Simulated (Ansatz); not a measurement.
Consider Ti.

Input file:

```
crystal:
  lattice:
    - [3.282, 3.282, -3.282]
    - [3.282, -3.282, 3.282]
    - [-3.282, -3.282, -3.282]
  atoms:
    - { symbol: Ti, position: [0.0, 0.0, 0.493403219] }
    - { symbol: Ti, position: [0.5, 0.0, 0.5] }
    - { symbol: Ti, position: [0.0, 0.5, 0.5] }
    - { symbol: Ti, position: [0.5, 0.5, 0.5] }
    - { symbol: Ti, position: [0.0, 0.0, 0.0] }
    - { symbol: Ti, position: [0.5, 0.0, 0.0] }
    - { symbol: Ti, position: [0.0, 0.5, 0.0] }
    - { symbol: Ti, position: [0.5, 0.5, 0.0] }
basis:
  ecutwfc: 500
kpoints:
  mp_grid: { grid: [10, 10, 10] }
hamiltonian:
  xc: r2scan
scf:
  occupations: { method: gaussian, width: 0.15 }
output:
  forces: true
  stress: true
  eigenvalues: true
  write_density: true
  write_potential: true
  elf: true
  volumetric_format: npy
```

Launched as:

```sh
ansatz run input.yaml --threads 2 --pin off --max-ram 5120MiB --backend cpu --events-out ev --progress --plain --runs-dir out
```

Below, planes, directions and counts refer to the conventional cell (a = 9.28 Å, b = 9.28 Å, c = 5.68 Å, α = 90.00°, β = 90.00°, γ = 120.00°).

Space group R3m; changed on purpose from its base cell (atom 1 (Ti) moved +0.037 A along Cartesian [1 1 1]); computed pressure about −3 GPa in this cell; computed without spin polarisation.

These are results of DFT r2SCAN, scalar-relativistic, plane waves, PAW in Ansatz 0.2.0, not measurements.

> What can the converged valence pseudo-density and electron localisation function tell about the bonding?

Ti–Ti (2.80 Å): ρ at the midpoint is about 0.19 e/Å³; the ELF is about 0.15 at the midpoint; no localised pair shows between them.
Ti–Ti (2.85 Å): ρ at the midpoint is about 0.18 e/Å³; the ELF is about 0.15 at the midpoint; no shared electron pair shows on this line.

> Does the calculation make it a metal, or give it a gap?

It is gapless in this calculation (a metal or semimetal).

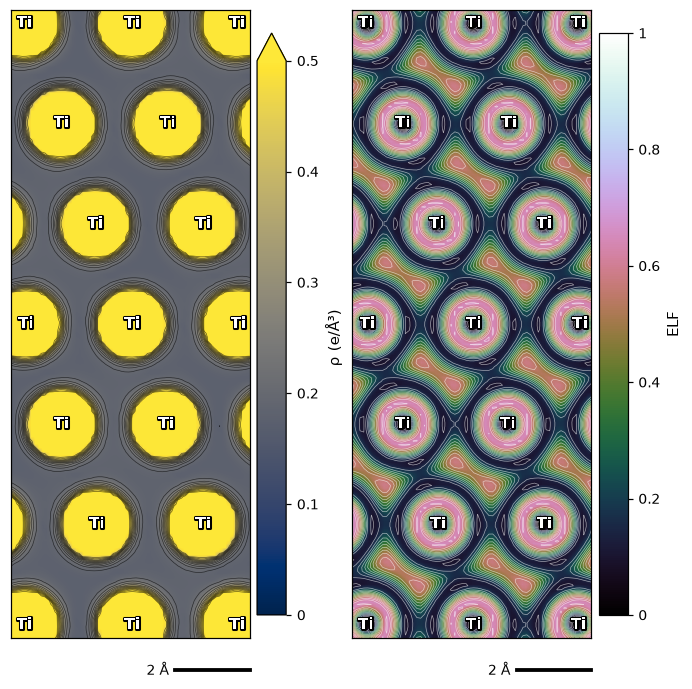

Computed valence pseudo-density and electron localisation function on the (110) plane of the conventional cell, in this order. 

In a PAW calculation such maps are meaningful between the atoms, not at the nuclei.
